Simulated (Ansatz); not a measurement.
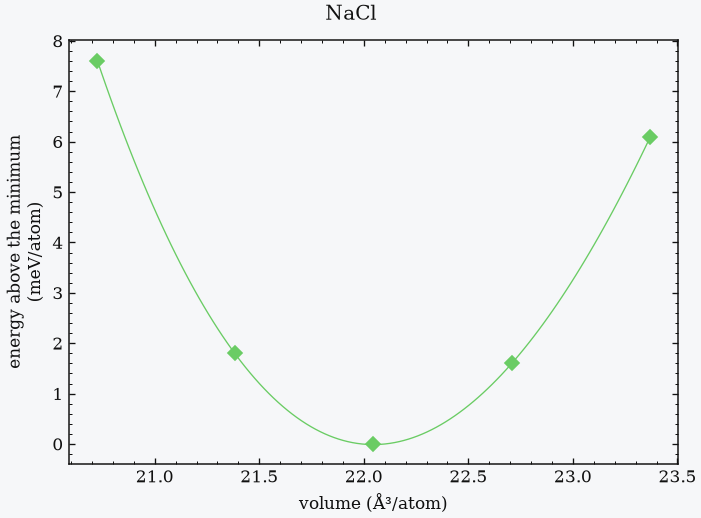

Plotted: energy above the minimum against volume for NaCl, space group Fm-3m (No. 225).

The given structure:
```xyz
2
Lattice="0.0000 2.8040 2.8040 2.8040 0.0000 2.8040 2.8040 2.8040 0.0000" Properties=species:S:1:pos:R:3 pbc="T T T"
Na    0.0000    0.0000    0.0000
Cl    2.8040    2.8040    2.8040
```

Computed with Ansatz 0.2.0: third-order Birch-Murnaghan fit to density functional energies at scaled volumes of the given relaxed cell, shape and atoms relaxed at each volume; energies count from the fitted minimum; plane waves with PAW datasets, Γ-centred k mesh. Level: r2SCAN, no spin polarisation.

```tsv
setting	value
wave cutoff	500 eV
k mesh	8×8×8
occupations	Gaussian
smearing width	0.02 eV
```

From this curve and the settings, what does the calculation give for the pressure and gap on the k mesh at the same points?

The pressure falls from 1.97 GPa at volume 20.723 Å³/atom to −1.40 GPa at 23.369 Å³/atom, and changes sign near 22.05 Å³/atom. The gap on the k mesh stays open and runs from 6.245 eV at volume 20.723 Å³/atom to 5.733 eV at 23.369 Å³/atom.

| volume (Å³/atom) | pressure (GPa) | gap on the k mesh (eV) |
| --- | --- | --- |
| 20.723 | 1.97 | 6.245 |
| 21.384 | 0.90 | 6.102 |
| 22.046 | 0.00 | 5.970 |
| 22.707 | −0.76 | 5.847 |
| 23.369 | −1.40 | 5.733 |
